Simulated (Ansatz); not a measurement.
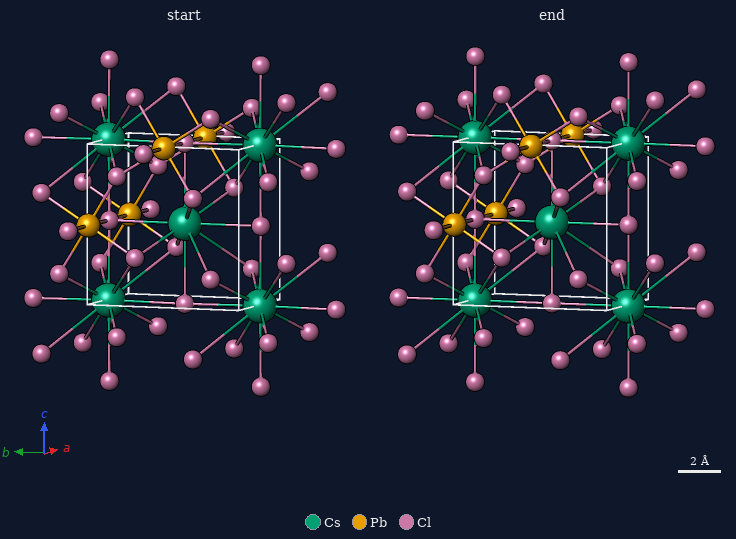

The structure of crystalline CsPbCl$_{3}$ (built on the database type) before (left) and after (right) a relaxation, at one scale.

The picture is a ball-and-stick view of the cell of the calculation, seen from a free direction.

Case: structure listed in a database for this formula (Amm2, No. 38).

Level of theory: DFT PBE, scalar-relativistic, plane waves, PAW in Ansatz 0.2.0.

Input
```yaml
crystal:
  lattice:
    - [5.76356648, 0.0, 0.0]
    - [0.0, 5.5591321595, 5.5671969669]
    - [0.0, -5.5591321595, 5.5671969669]
  atoms:
    - { symbol: Cs, position: [0.5, 0.99498888, 0.99498888] }
    - { symbol: Cs, position: [0.5, 0.4897937, 0.4897937] }
    - { symbol: Pb, position: [0.0, 0.49343078, 0.99215007] }
    - { symbol: Pb, position: [0.0, 0.99215007, 0.49343078] }
    - { symbol: Cl, position: [0.0, 0.6845871, 0.30188506] }
    - { symbol: Cl, position: [0.5, 0.98960809, 0.4917134] }
    - { symbol: Cl, position: [0.5, 0.4917134, 0.98960809] }
    - { symbol: Cl, position: [0.0, 0.80460917, 0.80460917] }
    - { symbol: Cl, position: [0.0, 0.18523076, 0.18523076] }
    - { symbol: Cl, position: [0.0, 0.30188506, 0.6845871] }
basis:
  ecutwfc: 420
kpoints:
  mp_grid: { grid: [6, 4, 4] }
hamiltonian:
  xc: pbe
scf:
  occupations: { method: gaussian, width: 0.02 }
output:
  forces: true
  stress: true
  eigenvalues: true
  write_density: true
  write_potential: true
  elf: true
  volumetric_format: npy
relax:
  adjacent_minimum: "off"
  f_tol: 0.01
  max_steps: 80
  cell: { stress_tol: 0.05 }
```

Run as
```bash
ansatz run input.yaml --threads 1 --pin off --max-ram 2560MiB --backend cpu --events-out ev --progress --plain --runs-dir out
```

> What changed between the two?

Cl8 moves most relative to the cell: 0.029 Å along [0 −1 −1]. By element the largest moves are Cl 0.029 Å, Cs 0.015 Å, Pb 0.004 Å. The volume changes by +3.2 %, with a 5.764 → 5.801 Å (+0.7 %), b = c 7.868 → 7.968 Å (+1.3 %). Some distances before and after: Cs2–Cl6 3.932 → 3.998 Å, Cs1–Cl6 3.908 → 3.970 Å, Cs2–Cl9 4.450 → 4.505 Å, Cs1–Cl10 4.481 → 4.527 Å. The space group stays Amm2 (No. 38). After 4 accepted moves (5 points after the start) the energy has fallen by 2.7 meV per atom. The largest force component goes from 0.038 to 0.0025 eV/Å. The pressure goes from 0.75 to −0.01 GPa. At 1 point the geometry stayed and the basis and grid were re-selected for the new cell (energy shift of less than 0.05 meV per atom at most each time). Cost: 5.2 min on 1 thread of Intel(R) Xeon(R) Processor @ 2.70GHz, with other jobs on the host, peak memory 0.78 GiB.
